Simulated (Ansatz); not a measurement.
Single-point calculation of WS$_{2}$ (part 2 of 2)

Continued. System: WS$_{2}$ (slab, 27 atoms in the cell). Method: DFT PBE+D3(BJ), scalar-relativistic, plane waves, PAW, no spin polarisation (Ansatz 0.2.0); cutoff 420 eV, 2×2×1 k-mesh, Gaussian smearing of 0.05 eV. The structure derives from an entry of the Crystallography Open Database. It belongs to a series of runs on one base structure; here: the slab at its places in the relaxed adsorbed structure.

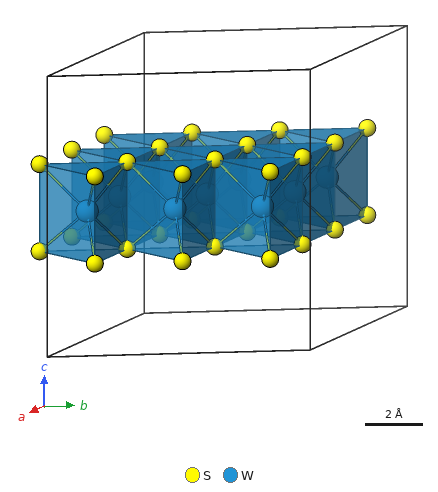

The input geometry (polyhedral view of the cell of the calculation, with the vacuum cut short, seen slightly off an axis; polyhedra are completed across the faces of the cell). An atom can appear more than once, as a periodic image.

**Output, continued**
```
  k-point 0: bands = ["-75.2702", "-75.2567", "-75.2563", "-75.2562", "-75.2558", "-75.2557", "-75.2557", "-75.2490", "-75.2489", "-39.6580", "-39.6580", "-39.6579", "-39.6578", "-39.6577", "-39.6577", "-39.6549", "-39.6548", "-39.6199", "-39.6198", "-39.5691", "-39.5190", "-39.5188", "-39.5188", "-39.5185", "-39.5184", "-39.5183", "-39.4933", "-39.4933", "-39.4497", "-39.4496", "-39.4496", "-39.4494", "-39.4493", "-39.4491", "-39.3854", "-39.3854", "-16.1815", "-14.6645", "-14.6629", "-14.6617", "-14.6610", "-14.6600", "-14.6596", "-14.5488", "-13.9919", "-13.9913", "-13.9909", "-13.9908", "-13.9907", "-13.9904", "-13.6541", "-13.6537", "-13.5870", "-13.5867", "-7.7730", "-7.1756", "-7.1753", "-7.1618", "-7.1613", "-7.1610", "-7.1595", "-7.1592", "-7.1582", "-6.7512", "-6.7492", "-5.9106", "-5.9103", "-5.9097", "-5.9092", "-5.9092", "-5.9090", "-5.8768", "-5.8758", "-5.8626", "-5.8623", "-5.8610", "-5.8602", "-5.8600", "-5.8596", "-5.2408", "-5.2405", "-4.6385", "-4.6367", "-4.3988", "-4.3980", "-4.3964", "-4.3962", "-4.3955", "-4.3948", "-4.1538", "-4.1537", "-3.7799", "-3.7794", "-3.5468", "-3.3242", "-3.3239", "-3.3228", "-3.3213", "-3.3200", "-3.3191", "-2.9059", "-2.9056", "-2.8888", "-2.8879", "-2.8862", "-2.8855", "-2.8842", "-2.8832", "-2.5897", "-2.5894", "-2.5889", "-2.5886", "-2.5885", "-2.5879", "-1.4863", "-1.3429", "-1.3424", "0.5858", "0.5860", "1.2328", "1.2335", "1.2352", "1.2357", "1.2370", "1.2383", "1.2770", "1.2782", "1.2784", "1.2807", "1.2812", "1.2816", "1.6005", "1.6008", "1.7307", "1.7308", "1.9426", "1.9433", "2.3234", "2.3244", "2.3254", "2.3266", "2.3273", "2.3279", "2.7305"]
  k-point 1: bands = ["-75.2656", "-75.2653", "-75.2585", "-75.2583", "-75.2518", "-75.2517", "-75.2512", "-75.2511", "-75.2508", "-39.7460", "-39.7011", "-39.7011", "-39.7009", "-39.7008", "-39.5963", "-39.5963", "-39.5525", "-39.5522", "-39.5271", "-39.5271", "-39.5176", "-39.5175", "-39.5173", "-39.5172", "-39.5021", "-39.5020", "-39.5017", "-39.5016", "-39.5014", "-39.4778", "-39.4775", "-39.4706", "-39.4563", "-39.4563", "-39.4069", "-39.4068", "-15.7288", "-15.7277", "-14.9584", "-14.9578", "-14.3796", "-14.3789", "-14.0920", "-14.0917", "-14.0112", "-14.0101", "-14.0080", "-14.0077", "-13.9839", "-13.7626", "-13.7436", "-13.7433", "-13.7427", "-13.7425", "-7.8946", "-7.3478", "-7.3472", "-7.3466", "-7.3461", "-7.2513", "-7.2509", "-6.6969", "-6.6966", "-6.6363", "-6.6358", "-6.6350", "-6.6347", "-6.5673", "-5.9610", "-5.9604", "-5.8036", "-5.6273", "-5.6264", "-5.6256", "-5.6253", "-5.3364", "-5.3352", "-5.1656", "-5.1616", "-4.8835", "-4.8814", "-4.8804", "-4.8801", "-4.8228", "-4.8218", "-4.7417", "-4.5552", "-4.5532", "-4.1415", "-4.1407", "-4.1400", "-4.1392", "-3.7210", "-3.7186", "-3.5914", "-3.5906", "-3.5431", "-3.5229", "-3.5212", "-3.3782", "-3.3781", "-3.3756", "-3.3750", "-2.7708", "-2.7676", "-2.7291", "-2.7288", "-2.5515", "-2.2945", "-2.2235", "-2.2230", "-1.9544", "-1.9533", "-1.9515", "-1.9499", "-1.7752", "-1.7731", "0.6485", "0.6491", "0.9954", "0.9971", "1.2375", "1.2383", "1.2401", "1.2407", "1.4016", "1.4047", "1.4928", "1.4937", "1.5084", "1.5088", "1.6184", "1.6792", "1.6801", "2.0296", "2.0479", "2.0481", "2.0492", "2.0493", "2.3101", "2.3108", "2.3206", "2.3210", "2.3232"]
  k-point 2: bands = ["-75.2657", "-75.2652", "-75.2585", "-75.2583", "-75.2519", "-75.2515", "-75.2513", "-75.2510", "-75.2509", "-39.7460", "-39.7011", "-39.7011", "-39.7010", "-39.7008", "-39.5964", "-39.5962", "-39.5525", "-39.5522", "-39.5271", "-39.5271", "-39.5176", "-39.5175", "-39.5173", "-39.5172", "-39.5021", "-39.5019", "-39.5017", "-39.5016", "-39.5014", "-39.4778", "-39.4775", "-39.4706", "-39.4563", "-39.4563", "-39.4069", "-39.4068", "-15.7295", "-15.7270", "-14.9588", "-14.9574", "-14.3793", "-14.3792", "-14.0923", "-14.0915", "-14.0114", "-14.0093", "-14.0085", "-14.0077", "-13.9840", "-13.7625", "-13.7437", "-13.7430", "-13.7429", "-13.7425", "-7.8946", "-7.3479", "-7.3470", "-7.3467", "-7.3463", "-7.2517", "-7.2505", "-6.6971", "-6.6964", "-6.6366", "-6.6365", "-6.6345", "-6.6343", "-6.5674", "-5.9608", "-5.9605", "-5.8037", "-5.6272", "-5.6264", "-5.6255", "-5.6252", "-5.3363", "-5.3352", "-5.1660", "-5.1613", "-4.8832", "-4.8815", "-4.8809", "-4.8796", "-4.8226", "-4.8220", "-4.7418", "-4.5553", "-4.5530", "-4.1426", "-4.1400", "-4.1398", "-4.1392", "-3.7216", "-3.7180", "-3.5913", "-3.5907", "-3.5430", "-3.5234", "-3.5210", "-3.3789", "-3.3769", "-3.3766", "-3.3747", "-2.7709", "-2.7675", "-2.7291", "-2.7288", "-2.5515", "-2.2944", "-2.2238", "-2.2228", "-1.9538", "-1.9537", "-1.9511", "-1.9504", "-1.7752", "-1.7730", "0.6483", "0.6495", "0.9952", "0.9973", "1.2373", "1.2385", "1.2396", "1.2412", "1.4011", "1.4051", "1.4930", "1.4934", "1.5080", "1.5089", "1.6184", "1.6794", "1.6799", "2.0296", "2.0477", "2.0485", "2.0490", "2.0493", "2.3101", "2.3111", "2.3203", "2.3216", "2.3234"]
  k-point 3: bands = ["-75.2657", "-75.2653", "-75.2585", "-75.2583", "-75.2518", "-75.2517", "-75.2512", "-75.2511", "-75.2508", "-39.7460", "-39.7011", "-39.7010", "-39.7009", "-39.7009", "-39.5964", "-39.5963", "-39.5525", "-39.5522", "-39.5271", "-39.5271", "-39.5176", "-39.5175", "-39.5173", "-39.5172", "-39.5020", "-39.5020", "-39.5017", "-39.5016", "-39.5013", "-39.4779", "-39.4774", "-39.4706", "-39.4564", "-39.4562", "-39.4069", "-39.4068", "-15.7290", "-15.7275", "-14.9582", "-14.9580", "-14.3797", "-14.3789", "-14.0919", "-14.0918", "-14.0110", "-14.0103", "-14.0080", "-14.0077", "-13.9838", "-13.7626", "-13.7436", "-13.7432", "-13.7428", "-13.7425", "-7.8946", "-7.3477", "-7.3470", "-7.3469", "-7.3463", "-7.2516", "-7.2506", "-6.6968", "-6.6967", "-6.6364", "-6.6361", "-6.6347", "-6.6346", "-6.5673", "-5.9611", "-5.9603", "-5.8036", "-5.6270", "-5.6265", "-5.6258", "-5.6252", "-5.3359", "-5.3357", "-5.1655", "-5.1617", "-4.8834", "-4.8815", "-4.8805", "-4.8800", "-4.8225", "-4.8221", "-4.7417", "-4.5552", "-4.5533", "-4.1414", "-4.1409", "-4.1399", "-4.1392", "-3.7212", "-3.7185", "-3.5914", "-3.5906", "-3.5431", "-3.5231", "-3.5210", "-3.3783", "-3.3779", "-3.3754", "-3.3752", "-2.7708", "-2.7676", "-2.7294", "-2.7285", "-2.5515", "-2.2945", "-2.2238", "-2.2227", "-1.9547", "-1.9530", "-1.9512", "-1.9502", "-1.7751", "-1.7732", "0.6486", "0.6489", "0.9958", "0.9967", "1.2377", "1.2380", "1.2401", "1.2408", "1.4018", "1.4045", "1.4927", "1.4938", "1.5085", "1.5088", "1.6184", "1.6794", "1.6800", "2.0296", "2.0479", "2.0481", "2.0490", "2.0493", "2.3099", "2.3109", "2.3206", "2.3210", "2.3233"]
```

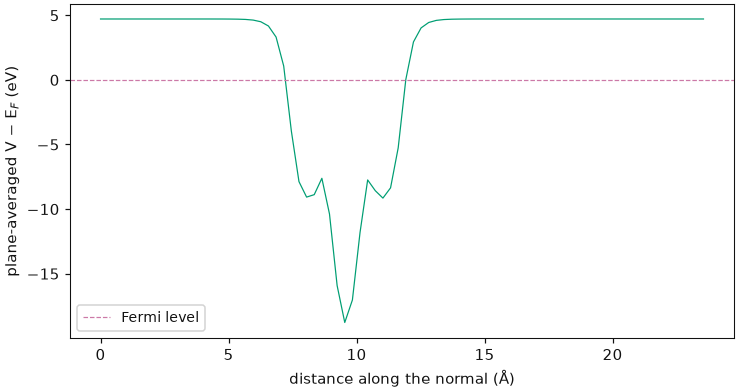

Plane average of the electrostatic potential energy of an electron across the cell, from the Fermi level. The vacuum level lies 4.72 eV above the Fermi level.

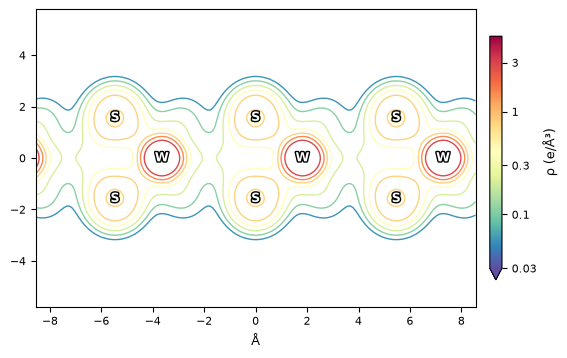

Valence pseudo-density on the (110) plane of the calculation cell, a cut from vacuum to vacuum. Atoms in the plane: S and W. W–S (2.41 Å): ρ is about 0.63 e/Å³ halfway. The density dies away to nearly zero in the vacuum. In a PAW calculation such maps are meaningful between the atoms, not at the nuclei.

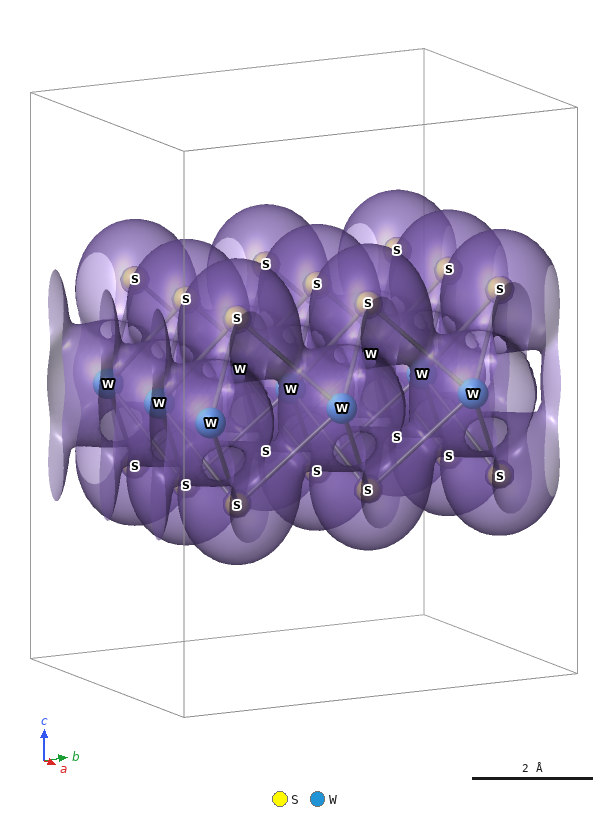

Isosurface of the valence pseudo-density at 0.5 e/Å³ (purple), seen slightly off an axis. Sticks mark near contacts. At this value the density is joined into sheets; it holds about 70 % of the electrons treated as valence (semicore included). On the grid the lowest density along these lines, outside the cores, is 0.63 e/Å³ (W–S, 2.41 Å).
